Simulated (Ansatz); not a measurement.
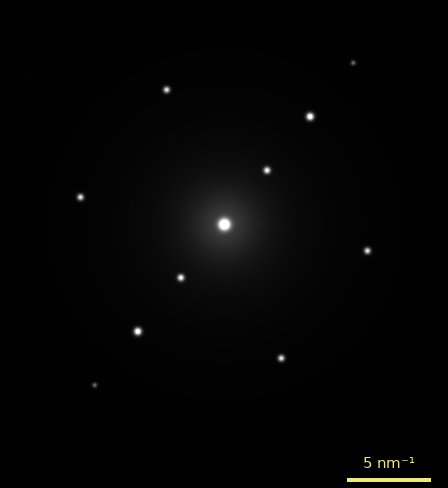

Simulated selected-area electron diffraction pattern (100 kV, kinematic approximation, thin crystal, B = 0.8 Å² for all atoms).

Phase: Co, space group P6/mmm (No. 191), a = 3.94 Å, c = 2.41 Å (hexagonal axes). Structure: coordinates from a relaxation with DFT, r2SCAN, plane waves (500 eV) with PAW, scalar-relativistic in Ansatz 0.2.0; the starting structure was generated, so it need not be a known form of this composition.

Question: Which low-index zone axis gives this pattern?

Answer: The spots form a rectangular net whose two shortest vectors correspond to d = 2.41 Å and 1.29 Å, 90.0° apart. They index as 0 0 1 and 1 -3 0 (itself too weak to see), so the zone axis is [310] (or an equivalent direction of <310>).

Question: Which reflections of this zone are missing, and why?

Answer: Reflections such as 1 -3 0, 1 -3 -2, 1 -3 2 are allowed but too weak to see at this display level.

Question: List the strongest reflections.

Answer: Strongest reflections with d > 0.80 Å, one of each family (|F|² from tabulated Gaussian fits of the electron scattering factors, times a small damping for the curvature of the Ewald sphere):

```csv
hkl,d (Å),I (strongest = 100)
0 0 2,1.205,100
0 0 1,2.410,52
1 -3 1,1.137,38
0 0 3,0.803,3
```
